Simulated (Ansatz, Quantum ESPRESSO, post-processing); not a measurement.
# Tuning the work function of Co(0001), part 2 of 2

Wanted: work-function changes of Co(0001) along a row of adsorbates.

Quantum ESPRESSO 7.5; plane-wave DFT, PBE, GBRV ultrasoft pseudopotentials; geometry by Ansatz 0.2.0 with PAW datasets.

So far. Step 8 (SCF with pw.x, Mg overlayer): The covered face stands at 4.15 eV against 4.97 eV when clean. Step 8 (SCF with pw.x, Mg overlayer): Inside the slab this potential holds the local part of the pseudopotentials, which can be repulsive at the nuclei; only its value in the vacuum has a meaning of its own.

### Step 9. Projections on atomic orbitals, Mg overlayer

Contents of Mg.pdos.in:

```
&projwfc
  prefix = 'Mg.esm'
  outdir = './out'
  filpdos = 'Mg.pdos'
  Emin = -12.572
  Emax = -0.572
  DeltaE = 0.1
  ngauss = 0
  degauss = 0.01
/
```

Launch:

```console
$ OMP_NUM_THREADS=1 mpirun -n 4 projwfc.x -in Mg.pdos.in > Mg.pdos.out
```

Run time: 1.9 s. Hardware: 4 MPI ranks of Arm Neoverse V1, shared host; peak memory 0.1 GiB; 7.6 s of CPU time.

Read from the output:

```
spilling of the projection : 0.0043
```

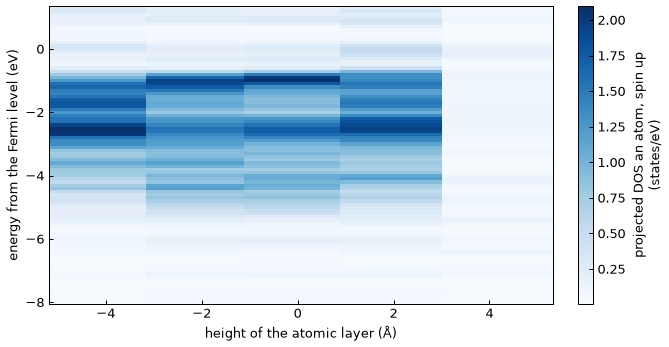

Projected DOS an atom, spin up over height of the atomic layer and energy from the Fermi level. Columns are the atomic layers from the bottom up.

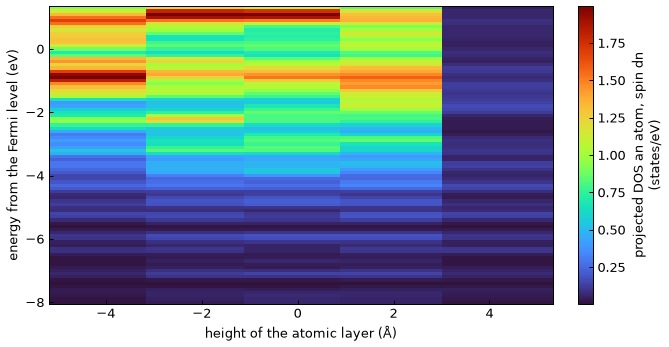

Projected DOS an atom, spin dn over height of the atomic layer and energy from the Fermi level. Columns are the atomic layers from the bottom up.

The atomic orbitals miss 0.4 % of the occupied states; for empty states the projections can miss much more.

### Step 10. Relaxation with Ansatz, Al overlayer

Level of this step: plane-wave DFT, PBE, Ansatz PAW (Ansatz 0.2.0).

System of this step: Co(0001), 4 layers, one monolayer of Al on fcc sites. The cell holds 5 atoms: 4 Co and 1 Al. Cell: a = 2.510 Å, b = 2.510 Å, c = 25.107 Å, α = 90.0°, β = 90.0°, γ = 60.0°. It derives from Co. Vacuum lies along c.

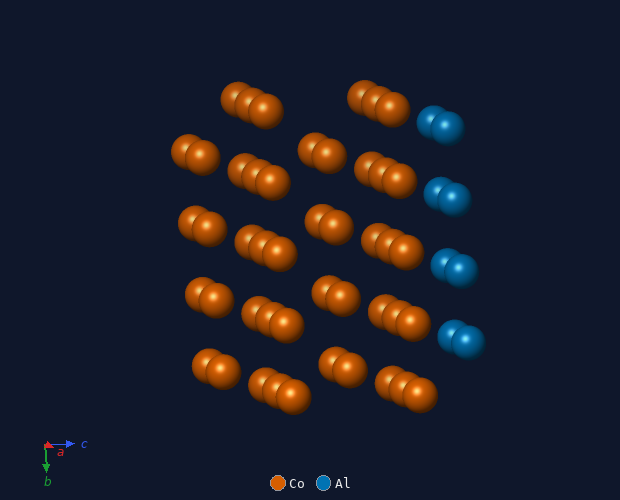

The cell of this step (cobalt orange, aluminium blue). 2×4×1 cells are drawn. Some periodic images of atoms are drawn too.

Contents of input.yaml:

```yaml
crystal:
  lattice:
    - [2.51, 0.0, 0.0]
    - [1.255, 2.1737237635, 0.0]
    - [0.0, 0.0, 25.10683]
  atoms:
    - { symbol: Co, position: [0.6666666667, 0.6666666667, 0.3305873342], spin: 1.7 }
    - { symbol: Co, position: [0.0, 0.0, 0.411665272], spin: 1.7 }
    - { symbol: Co, position: [0.6666666667, 0.6666666667, 0.4927432097], spin: 1.7 }
    - { symbol: Co, position: [0.0, 0.0, 0.5738211475], spin: 1.7 }
    - { symbol: Al, position: [0.3333333333, 0.3333333333, 0.6534893754] }
magnetization:
  spin_polarized: true
kpoints:
  mp_grid: { grid: [12, 12, 1] }
hamiltonian:
  xc: pbe
scf:
  occupations: { method: fermi_dirac, width: 0.1 }
  convergence: { dr2_threshold: 1.0e-08 }
efield:
  axis: 3
  dipole_correction: true
  ramp_position: 0.97
  ramp_width: 0.04
relax:
  f_tol: 0.01
  constraints: [{ sites: [0, 1] }]
output:
  write_potential: true
  write_density: true
  volumetric_format: npy
```

Launch:

```console
$ ansatz run input.yaml --threads 4 --pin off --max-ram 8192MiB --backend cpu --events-out ev --progress --plain --runs-dir out
```

Run time: 53 s. Hardware: 4 threads; peak memory 0.56 GiB; 3.4 min of CPU time.

Relaxation path:

```csv
step,energy less that of the first step (eV),largest force component (eV/Å)
1,0.0000,0.7754
2,-0.0198,0.4827
3,-0.0333,0.0246
4,-0.0333,0.0289
5,-0.0334,0.0002
```

Relaxation step 4 was tried and not accepted.

The atoms that moved most (Å):

```csv
atom,dx,dy,dz,length
Co4,0.000,0.000,-0.059,0.059
Al5,0.000,0.000,0.047,0.047
```

The relaxed structure:

```xyz
5
Lattice="2.5100 0.0000 0.0000 1.2550 2.1737 0.0000 0.0000 0.0000 25.1068" Properties=species:S:1:pos:R:3
Co    2.5100    1.4491    8.3000
Co    0.0000    0.0000   10.3356
Co    2.5100    1.4491   12.3663
Co    0.0000    0.0000   14.3474
Al    1.2550    0.7246   16.4544
```

The relaxation lowers the energy by 7 meV an atom. Held were the atoms numbered 1 and 2; the forces quoted are those on the free ones.

Read from the output:

- free energy: -21041.0545 eV
- energy at zero smearing: -21040.9718 eV
- smearing term TS: 0.1653 eV
- Fermi energy: 4.321 eV
- magnetization: 6.578 μB
- absolute magnetization: 7.196 μB
- site moments: 1.850, 1.773, 1.732, 1.430, 0.01386 μB
- work function of the upper face: 4.102 eV
- work function of the lower face: 4.993 eV
- dipole along the normal: 0.02685 e·Å

### Step 11. Ground state, Al overlayer

Level of this step: plane-wave DFT, PBE, GBRV ultrasoft pseudopotentials (Quantum ESPRESSO 7.5).

Contents of Al.esm.in:

```
&control
  prefix = 'Al.esm'
  outdir = './out'
  pseudo_dir = './pseudo'
  calculation = 'scf'
  tprnfor = .true.
/
&system
  ibrav = 0
  nat = 5
  ntyp = 2
  ecutwfc = 40
  ecutrho = 200
  occupations = 'smearing'
  smearing = 'mv'
  degauss = 0.02
  assume_isolated = 'esm'
  esm_bc = 'bc1'
  nspin = 2
  starting_magnetization(1) = 0.28
/
&electrons
  conv_thr = 1e-07
  mixing_beta = 0.4
  electron_maxstep = 120
  mixing_mode = 'local-TF'
/
ATOMIC_SPECIES
  Co  58.9332  co_pbe_v1.2.uspp.F.UPF
  Al  26.9815  al_pbe_v1.uspp.F.UPF
CELL_PARAMETERS angstrom
  2.51000000000061 0.00000000000000 0.00000000000000
  1.25500000000031 2.17372376349947 0.00000000000000
  0.00000000000000 0.00000000000000 25.10683000000000
ATOMIC_POSITIONS crystal
  Co  0.666666666667 0.666666666667 -0.162393575832
  Co  -0.000000000000 -0.000000000000 -0.081315638032
  Co  0.666666666667 0.666666666667 -0.000432746205
  Co  -0.000000000000 -0.000000000000 0.078472929028
  Al  0.333333333333 0.333333333333 0.162393575832
K_POINTS automatic
  12 12 1 0 0 0
```

Launch:

```console
$ OMP_NUM_THREADS=1 mpirun -n 4 pw.x -nk 4 -in Al.esm.in > Al.esm.out
```

Wall time 2.1 min (4 MPI ranks); peak memory 0.57 GiB.

Numbers from this step:

| Quantity | Value |
| --- | --- |
| free energy | -16334.7230 eV |
| Fermi energy | -4.563 eV |
| magnetization | 6.82 μB |
| absolute magnetization | 7.51 μB |
| site moments | 1.906, 1.823, 1.800, 1.526, 0.0179 μB |
| vacuum line at the lower end of the cell, over the Fermi level | 5.016 eV |
| vacuum line at the upper end of the cell, over the Fermi level | 4.111 eV |

The potential energy, planar mean oscillates, so the rows of the table below give means over windows of 1.98 Å about each position, cut where the curve ends. Its maxima inside the range that stand out by 2 % of the span (Å: eV): -3.0: -0.701, -1.1: -0.730, 0.9: -1.16, 3.0: -1.62. Its minima: -4.1: -26.6, -2.1: -26.5, 0.0: -26.7, 2.0: -26.7, 4.1: -18.9.

Electrostatic potential energy of an electron; zero at the Fermi level. Table of potential energy, planar mean by z; means over each step:

```csv
z (Å),"potential energy, planar mean (eV)"
-11.56,5.02
-9.58,5.02
-7.60,5.00
-5.62,2.55
-3.64,-11.8
-1.66,-11.9
0.32,-12.1
2.30,-12.2
4.28,-10.3
6.26,3.47
8.24,4.11
10.22,4.11
12.20,4.11
```

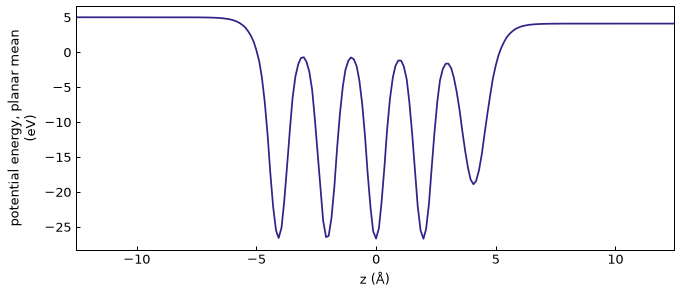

Potential energy, planar mean, plotted against z.

The covered face stands at 4.11 eV against 4.97 eV when clean.

Inside the slab this potential holds the local part of the pseudopotentials, which can be repulsive at the nuclei; only its value in the vacuum has a meaning of its own.

### Step 12. Projected density of states, Al overlayer

Contents of Al.pdos.in:

```
&projwfc
  prefix = 'Al.esm'
  outdir = './out'
  filpdos = 'Al.pdos'
  Emin = -12.563
  Emax = -0.563
  DeltaE = 0.1
  ngauss = 0
  degauss = 0.01
/
```

Launch:

```console
$ OMP_NUM_THREADS=1 mpirun -n 4 projwfc.x -in Al.pdos.in > Al.pdos.out
```

The job ended after 1.7 s (4 MPI ranks; peak memory 0.1 GiB).

Read from the output:

* spilling of the projection: 0.0023

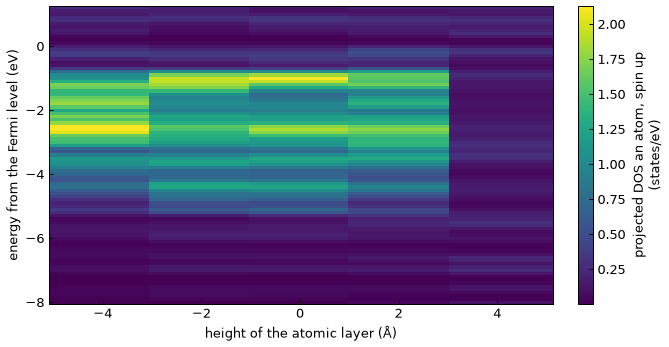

Projected DOS an atom, spin up over height of the atomic layer and energy from the Fermi level. Columns are the atomic layers from the bottom up.

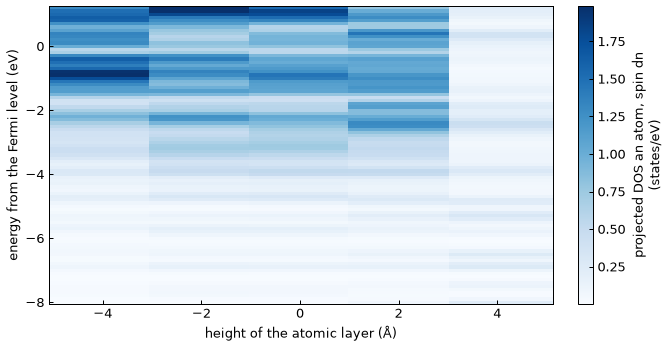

Projected DOS an atom, spin dn over height of the atomic layer and energy from the Fermi level. Columns are the atomic layers from the bottom up.

The atomic orbitals miss 0.2 % of the occupied states; for empty states the projections can miss much more.

### Step 13. The series side by side

Against the clean face, with Pauling's electronegativity for orientation:

```csv
overlayer,electronegativity,height over the top plane (Å),change of work function (eV),step from Ansatz's dipole (eV)
Mg,1.31,2.31,-0.82,-0.75
Al,1.61,2.11,-0.86,-0.83
```

All levels:

```csv
level,covered face (eV),bare face (eV),"Ansatz, covered face (eV)",dipole by Ansatz (e Å),CPU time (s)
clean,4.966,5.013,4.925,0.001902,306.1
Li,-,-,4.129,0.02574,414.2
Mg,4.151,4.993,4.153,0.02439,1245
Al,4.111,5.016,4.102,0.02685,494.8
```

### Step 14. The arithmetic

Under Al the faces differ by -0.91 eV. By the Helmholtz relation p = −Δφ A/180.95 = +0.0273 e Å a cell, or +0.13 D; Ansatz's dipole is +0.0268 e Å.

### Step 15. Results

| Item | Value |
| --- | --- |
| work function of the clean face | 4.97 eV |
| change under Mg | -0.82 eV |
| change under Al | -0.86 eV |

On a clean face of 4.97 eV the changes run from -0.86 eV (Al) to -0.82 eV (Mg) (PBE, GBRV ultrasoft). Of 4 overlayers planned, 2 are shown; the others were not run or did not converge. The bare face moves by 0.02 eV over the row; it should not move at all, so the changes above are uncertain by about as much. Full 1×1 monolayers on one site are model structures; at this coverage neighbours depolarise each other, and real layers may take other sites or reconstruct. The upper layers were relaxed under PBE at the tabulated lattice constant.

Calculation against experiment:

```
                                                                     quantity  measured  PBE, GBRV ultrasoft, clean
work function, loosely compared (polycrystalline sample, no single face) (eV)         5             4.97 (-0.03 eV)
```

Measured values from arxiv:1902.07811 (2019).

Verdict: The work function, set beside that of the polycrystal, is off by -0.03 eV. A polycrystal averages over faces, so this is a loose comparison.

[Logs are printed without paths, hosts, clocks, repeated set-up lines and the standing remarks that a program may print on its own settings, such as how far it seeks lower states.]

[Hosts, paths, dates, database ids (printed as entryN), source tags and the programs' standing remarks are cut or masked in the printed files.]

[Maps of the electrostatic potential energy from Ansatz leave out the sawtooth potential of an applied field or a dipole correction, so their vacuum need not be flat; planar profiles and work functions include it.]
